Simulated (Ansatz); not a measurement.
# Run report: CdTe, geometry relaxation (part 2 of 2)

Continued. System: CdTe (2 atoms in the cell). Method: DFT r2SCAN, scalar-relativistic, plane waves, PAW, no spin polarisation (Ansatz 0.2.0); cutoff 500 eV, 8×8×8 k-mesh, Gaussian smearing of 0.02 eV. The structure derives from an entry of the Crystallography Open Database.

Geometry of the input (Å; fractional positions):
```
0.0000  3.2050  3.2050
3.2050  0.0000  3.2050
3.2050  3.2050  0.0000
Cd 0.0000  0.0000  0.0000
Te 0.7500  0.7500  0.7500
```

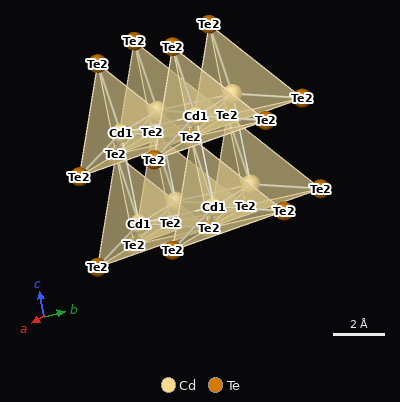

**Figure 1.** The geometry at step 2 of the log (polyhedral view of the cell of the calculation, seen slightly off an axis; polyhedra are completed across the faces of the cell; atoms are numbered from 1 in the order of the input).

## What the program printed, continued
```
SCF iter   1: F=—  HF=-15264.087104 eV  |F-HF|=—  |Δ(HF+E_count)|=         —  Δρ=1.62e-3  dr2=2.26e-3  dr2_τ=3.84e-2  ethr=5.87e-6  ⟨swp⟩=2.0  Hψ=3818  notcnv=0
preconditioner: auto → none  [insulator: Δε(μ)=1.052 eV  Ē_g=11.886 eV  σ=0.020 eV  W_gap=1.00  n_scr=14 (ndim 8)  ℏωp=18.7 eV  f_vac=0.197  D(μ)=0.00/eV (n_scr^D=0)  ε∞_Penn≈3.5]
SCF iter   2: F=—  HF=-15264.138743 eV  |F-HF|=—  |Δ(HF+E_count)|=   5.16e-2  Δρ=8.13e-4  dr2=7.90e-4  dr2_τ=3.68e-5  ethr=5.87e-6  ⟨swp⟩=3.0  Hψ=1457  notcnv=0
SCF iter   3: F=—  HF=-15264.138598 eV  |F-HF|=—  |Δ(HF+E_count)|=   1.45e-4  Δρ=4.27e-4  dr2=1.64e-4  dr2_τ=2.88e-6  ethr=2.20e-6  ⟨swp⟩=2.0  Hψ=785  notcnv=0
SCF iter   4: F=—  HF=-15264.138601 eV  |F-HF|=—  |Δ(HF+E_count)|=   3.43e-6  Δρ=1.14e-4  dr2=5.80e-6  dr2_τ=3.95e-7  ethr=4.54e-7  ⟨swp⟩=2.0  Hψ=899  notcnv=0
SCF iter   5: F=—  HF=-15264.138601 eV  |F-HF|=—  |Δ(HF+E_count)|=   1.60e-7  Δρ=4.04e-5  dr2=2.65e-6  dr2_τ=7.75e-8  ethr=1.61e-8  ⟨swp⟩=2.0  Hψ=1138  notcnv=0
SCF iter   6: F=—  HF=-15264.138601 eV  |F-HF|=—  |Δ(HF+E_count)|=   6.57e-7  Δρ=2.32e-5  dr2=5.61e-7  dr2_τ=1.63e-9  ethr=7.36e-9  ⟨swp⟩=2.0  Hψ=840  notcnv=0
SCF iter   7: F=-15264.138600 eV  HF=-15264.138600 eV  |F-HF|=2.40e-8  |Δ(HF+E_count)|=   1.33e-7  Δρ=8.82e-6  dr2=6.78e-8  dr2_τ=4.81e-10  ethr=5.56e-10  ⟨swp⟩=10.2  Hψ=4229  notcnv=0
SCF 3 converged in 7 iterations: F = -15264.138600 eV  dr2 = 6.78e-8
relax step   3: F+E_penalty+E_count = -15264.13860048 eV  Δ(F+E_penalty+E_count) = -1.655e-2 eV  max|allowed force component| = 6.216e-17 eV/Å  Δτ_max = 0.0000 Å  P = -0.209 GPa  Ω = 70.837 Å³  energy of the carried Pulay correction = -1.161e-3 eV  (7 SCF iters, dr2 threshold 2.00e-7 eV, accepted)
Crystal: 2 atoms, lattice volume = 70.439 Å³
iter 1 solved again at ethr=1.41e-7 eV; its pass at ethr=3.10e-3 eV (dr2=5.09e-5 eV) is discarded
SCF iter   1: F=—  HF=-15264.137846 eV  |F-HF|=—  |Δ(HF+E_count)|=         —  Δρ=2.68e-4  dr2=5.66e-5  dr2_τ=8.48e-4  ethr=1.41e-7  ⟨swp⟩=3.0  Hψ=3652  notcnv=0
preconditioner: auto → none  [insulator: Δε(μ)=1.155 eV  Ē_g=11.891 eV  σ=0.020 eV  W_gap=1.00  n_scr=14 (ndim 8)  ℏωp=18.8 eV  f_vac=0.197  D(μ)=0.00/eV (n_scr^D=0)  ε∞_Penn≈3.5]
SCF iter   2: F=—  HF=-15264.138932 eV  |F-HF|=—  |Δ(HF+E_count)|=   1.09e-3  Δρ=1.29e-4  dr2=1.81e-5  dr2_τ=8.07e-7  ethr=1.41e-7  ⟨swp⟩=2.8  Hψ=1303  notcnv=0
SCF iter   3: F=—  HF=-15264.138928 eV  |F-HF|=—  |Δ(HF+E_count)|=   3.85e-6  Δρ=6.33e-5  dr2=3.64e-6  dr2_τ=4.84e-8  ethr=5.04e-8  ⟨swp⟩=2.2  Hψ=747  notcnv=0
SCF iter   4: F=-15264.138928 eV  HF=-15264.138928 eV  |F-HF|=4.29e-9  |Δ(HF+E_count)|=   2.66e-7  Δρ=1.21e-5  dr2=4.88e-8  dr2_τ=5.79e-9  ethr=3.03e-10  ⟨swp⟩=7.3  Hψ=4216  notcnv=0
SCF 4 converged in 4 iterations: F = -15264.138928 eV  dr2 = 4.88e-8
relax step   4: F+E_penalty+E_count = -15264.13892792 eV  Δ(F+E_penalty+E_count) = -3.274e-4 eV  max|allowed force component| = 4.713e-17 eV/Å  Δτ_max = 0.0000 Å  P = +0.018 GPa  Ω = 70.439 Å³  energy of the carried Pulay correction = -1.071e-3 eV  (4 SCF iters, dr2 threshold 1.09e-7 eV, accepted)
Initial wavefunctions: pseudopotential atomic-orbital guess (no wavefunctions were taken with the density)
iter 1 solved again at ethr=8.04e-8 eV; its pass at ethr=3.10e-3 eV (dr2=2.90e-5 eV) is discarded
SCF iter   1: F=—  HF=-15264.140236 eV  |F-HF|=—  |Δ(HF+E_count)|=         —  Δρ=1.23e-4  dr2=1.35e-6  dr2_τ=1.23e-5  ethr=8.04e-8  ⟨swp⟩=4.0  Hψ=4796  notcnv=0
preconditioner: auto → none  [insulator: Δε(μ)=1.168 eV  Ē_g=11.888 eV  σ=0.020 eV  W_gap=1.00  n_scr=14 (ndim 8)  ℏωp=18.8 eV  f_vac=0.198  D(μ)=0.00/eV (n_scr^D=0)  ε∞_Penn≈3.5]
SCF iter   2: F=—  HF=-15264.140229 eV  |F-HF|=—  |Δ(HF+E_count)|=   6.71e-6  Δρ=5.83e-5  dr2=2.97e-7  dr2_τ=3.70e-7  ethr=3.75e-9  ⟨swp⟩=2.0  Hψ=1160  notcnv=0
SCF iter   3: F=—  HF=-15264.140231 eV  |F-HF|=—  |Δ(HF+E_count)|=   1.98e-6  Δρ=1.15e-5  dr2=5.13e-8  dr2_τ=1.12e-8  ethr=8.26e-10  ⟨swp⟩=2.0  Hψ=883  notcnv=0
SCF iter   4: F=—  HF=-15264.140231 eV  |F-HF|=—  |Δ(HF+E_count)|=   2.10e-8  Δρ=2.06e-6  dr2=6.79e-10  dr2_τ=5.87e-10  ethr=1.42e-10  ⟨swp⟩=2.0  Hψ=1131  notcnv=0
SCF iter   5: F=—  HF=-15264.140231 eV  |F-HF|=—  |Δ(HF+E_count)|=   2.60e-9  Δρ=5.30e-7  dr2=7.55e-11  dr2_τ=4.31e-11  ethr=1.89e-12  ⟨swp⟩=2.0  Hψ=1160  notcnv=0
SCF iter   6: F=-15264.140231 eV  HF=-15264.140231 eV  |F-HF|=3.64e-12  |Δ(HF+E_count)|=  9.82e-11  Δρ=8.82e-8  dr2=4.70e-12  dr2_τ=8.63e-13  ethr=1.00e-12  ⟨swp⟩=6.8  Hψ=2861  notcnv=0
SCF 5 converged in 6 iterations: F = -15264.140231 eV  dr2 = 4.70e-12
relax step   5: F+E_penalty+E_count = -15264.14023133 eV  Δ(F+E_penalty+E_count) = -1.303e-3 eV  max|allowed force component| = 4.134e-17 eV/Å  Δτ_max = 0.0000 Å  P = +0.034 GPa  Ω = 70.439 Å³  stress off target by 3.43e-2 GPa  SCF on the basis re-selected at this cell (its energy is not comparable with the rows above)  (6 SCF iters)
basis re-selected at this cell: Δ(F+E_penalty+E_count) = -1.303e-3 eV, ΔP = +0.017 GPa vs the last step (what re-selecting the basis moved, of the pressure what is left beyond the Pulay correction that the steps carried, after the strain that the cell walked since its last selection, with what the two solves' SCF thresholds leave and, on support functions, any second-order correction that the steps lacked; it is no measure of the basis error at this ecutwfc). This SCF's stress stands 3.43e-2 GPa from its target on what of the cell is left free (relax.cell.stress_tol is 5.00e-2 GPa) and its largest allowed force component is 4.13e-17 eV/Å (relax.f_tol is 5.00e-3 eV/Å): within both
SCF converged after 6 iterations
Free energy (F): -15264.140231 eV
Harris-Foulkes:  -15264.140231 eV  (|F-HF|=3.64e-12)
Internal energy: -15264.140231 eV  (E = F + TS)
E sigma→0 (E₀):  -15264.140231 eV
Fermi energy:    7.313218 eV
--- Per-component energies (eV) ---
  E_band       = -841.355409
  E_kinetic    = 685.260628
  E_local      = -5496.443306  (includes V_loc(G=0)·N_el)
  E_nonlocal   = -275.678127
  E_hartree    = 2766.026944
  E_xc         = -283.222010
  E_vxc        = -357.282356  (∫ρ·V_xc dr)
  E_paw        = -8793.008066  (= ΣΔE_a)
  E_vpaw       = -953.489904  (= ΣTr[D̂ρ^β])
  E_aug_tail   = -0.000032  (compensation charges beyond the density's cutoff)
  E_vtau       = 24.223645  (kinetic-family band-sum trace: ∫τ·v_τ [+ j·A + Jᵃ·Aᵃ] dr)
  E_ewald      = -3866.796346
  E_core_change = -0.279915  (= ΣΔE_core)
  E_smearing   = -0.000000  (= −TS)
  E_closure    = 0.000000  (closes the sum)
  Σ components = -15264.140231   (vs F -15264.140231, Δ=0.00e0)
--- Forces (eV/Å), atoms counted from 1 ---
  atom   1  Cd    -0.00000000     0.00000000     0.00000000
  atom   2  Te     0.00000000    -0.00000000    -0.00000000
  max |Σ_I F_I| component: 6.53e-17 eV/Å
--- Stress (GPa, compression-positive) ---
        0.034299      -0.000000      -0.000000
       -0.000000       0.034299       0.000000
       -0.000000       0.000000       0.034299
  P = ⅓ Tr σ = 0.0343 GPa (0.343 kbar)
--- Band table (eV; the first three rows and the last of 29) ---
  k-point 0: bands = ["-98.1339", "-58.2861", "-58.2861", "-58.2861", "-29.9639", "-29.9639", "-29.9639", "-29.9538", "-29.9538", "-4.5916", "-1.7513", "-1.7513", "-1.7513", "-1.4980", "-1.4980", "6.7290", "6.7290", "6.7290", "7.8971", "11.8056", "11.8056", "11.8056"]
  k-point 1: bands = ["-98.1339", "-58.2861", "-58.2861", "-58.2861", "-29.9639", "-29.9638", "-29.9638", "-29.9538", "-29.9538", "-4.5361", "-1.7407", "-1.7407", "-1.7030", "-1.4987", "-1.4987", "5.6085", "6.6008", "6.6008", "8.7050", "11.7395", "12.0122", "12.0122"]
  k-point 2: bands = ["-98.1339", "-58.2861", "-58.2861", "-58.2861", "-29.9639", "-29.9637", "-29.9637", "-29.9537", "-29.9537", "-4.4024", "-1.7171", "-1.7171", "-1.5458", "-1.4981", "-1.4981", "4.1178", "6.3253", "6.3253", "9.0932", "12.3382", "12.3382", "12.4448"]
  k-point 28: bands = ["-98.1339", "-58.2861", "-58.2861", "-58.2861", "-29.9639", "-29.9638", "-29.9633", "-29.9538", "-29.9535", "-4.1070", "-1.6325", "-1.6263", "-1.5248", "-1.4967", "-0.9331", "2.6950", "4.4871", "4.6381", "11.2796", "11.6846", "12.7881", "13.4580"]
--- Relaxed structure (4 steps of the walk, 4 accepted, 1 SCFs on fresh bases) ---
  F+E_penalty+E_count = -15264.14023133 eV   max|allowed force component| = 4.134e-17 eV/Å   (the final SCF, on the basis selected at the relaxed cell)
  cell:  # Å, volume = 70.4394 Å³
    - [4.152728206809905e-33, 3.2778966242546668, 3.2778966242546668]
    - [3.2778966242546668, 9.146192799047583e-33, 3.2778966242546668]
    - [3.2778966242546668, 3.2778966242546668, 1.253461520092315e-32]
  atoms:
    - { symbol: Cd, position: [1.01153886834691e-33, -9.113865051442457e-34, -1.2118435947522387e-33] }
    - { symbol: Te, position: [0.75, 0.75, 0.75] }
```

## Trajectory as extended XYZ (Å, eV, eV/Å), 5 frames, from step=1 to step=5
```
2
Lattice="0.0000 3.2050 3.2050 3.2050 0.0000 3.2050 3.2050 3.2050 0.0000" Properties=species:S:1:pos:R:3:forces:R:3 step=1 energy=-15264.09626 pressure_GPa=3.23
Cd    0.0000    0.0000    0.0000    0.0000   0.0000   0.0000
Te    4.8075    4.8075    4.8075    0.0000   0.0000   0.0000
2
Lattice="0.0000 3.3261 3.3261 3.3261 0.0000 3.3261 3.3261 3.3261 0.0000" Properties=species:S:1:pos:R:3:forces:R:3 step=2 energy=-15264.12205 pressure_GPa=-1.59
Cd    0.0000    0.0000    0.0000    0.0000   0.0000   0.0000
Te    4.9891    4.9891    4.9891    0.0000   0.0000   0.0000
2
Lattice="0.0000 3.2841 3.2841 3.2841 0.0000 3.2841 3.2841 3.2841 0.0000" Properties=species:S:1:pos:R:3:forces:R:3 step=3 energy=-15264.13860 pressure_GPa=-0.21
Cd    0.0000    0.0000    0.0000    0.0000   0.0000   0.0000
Te    4.9261    4.9261    4.9261    0.0000   0.0000   0.0000
2
Lattice="0.0000 3.2779 3.2779 3.2779 0.0000 3.2779 3.2779 3.2779 0.0000" Properties=species:S:1:pos:R:3:forces:R:3 step=4 energy=-15264.13893 pressure_GPa=0.02
Cd    0.0000    0.0000    0.0000    0.0000   0.0000   0.0000
Te    4.9168    4.9168    4.9168    0.0000   0.0000   0.0000
2
Lattice="0.0000 3.2779 3.2779 3.2779 0.0000 3.2779 3.2779 3.2779 0.0000" Properties=species:S:1:pos:R:3:forces:R:3 step=5 energy=-15264.14023 pressure_GPa=0.03
Cd    0.0000    0.0000    0.0000    0.0000   0.0000   0.0000
Te    4.9168    4.9168    4.9168    0.0000   0.0000   0.0000
```

## Summary

```json
{"quantity": "outcome", "value": "converged"}
{"quantity": "space group (tolerance 0.01 Å)", "value": "F-43m (216)"}
{"quantity": "electrons treated", "value": "36"}
{"quantity": "free energy", "value": "−15264.1402 eV"}
{"quantity": "Fermi energy", "value": "7.313 eV"}
{"quantity": "gap on the k-point mesh", "value": "1.17 eV"}
{"quantity": "pressure", "value": "0.03 GPa"}
{"quantity": "final volume", "value": "70.44 Å³"}
{"quantity": "largest force (length of the vector) at the end", "value": "under 0.001 eV/Å"}
{"quantity": "final cell", "value": "a = 4.636 Å, b = 4.636 Å, c = 4.636 Å, α = 60.00°, β = 60.00°, γ = 60.00°"}
{"quantity": "hardware", "value": "2 threads of AMD EPYC (Zen 3), 32 GiB of memory available, shared host"}
{"quantity": "wall time", "value": "27 s (CPU time 53 s)"}
{"quantity": "peak memory", "value": "0.65 GiB"}
```
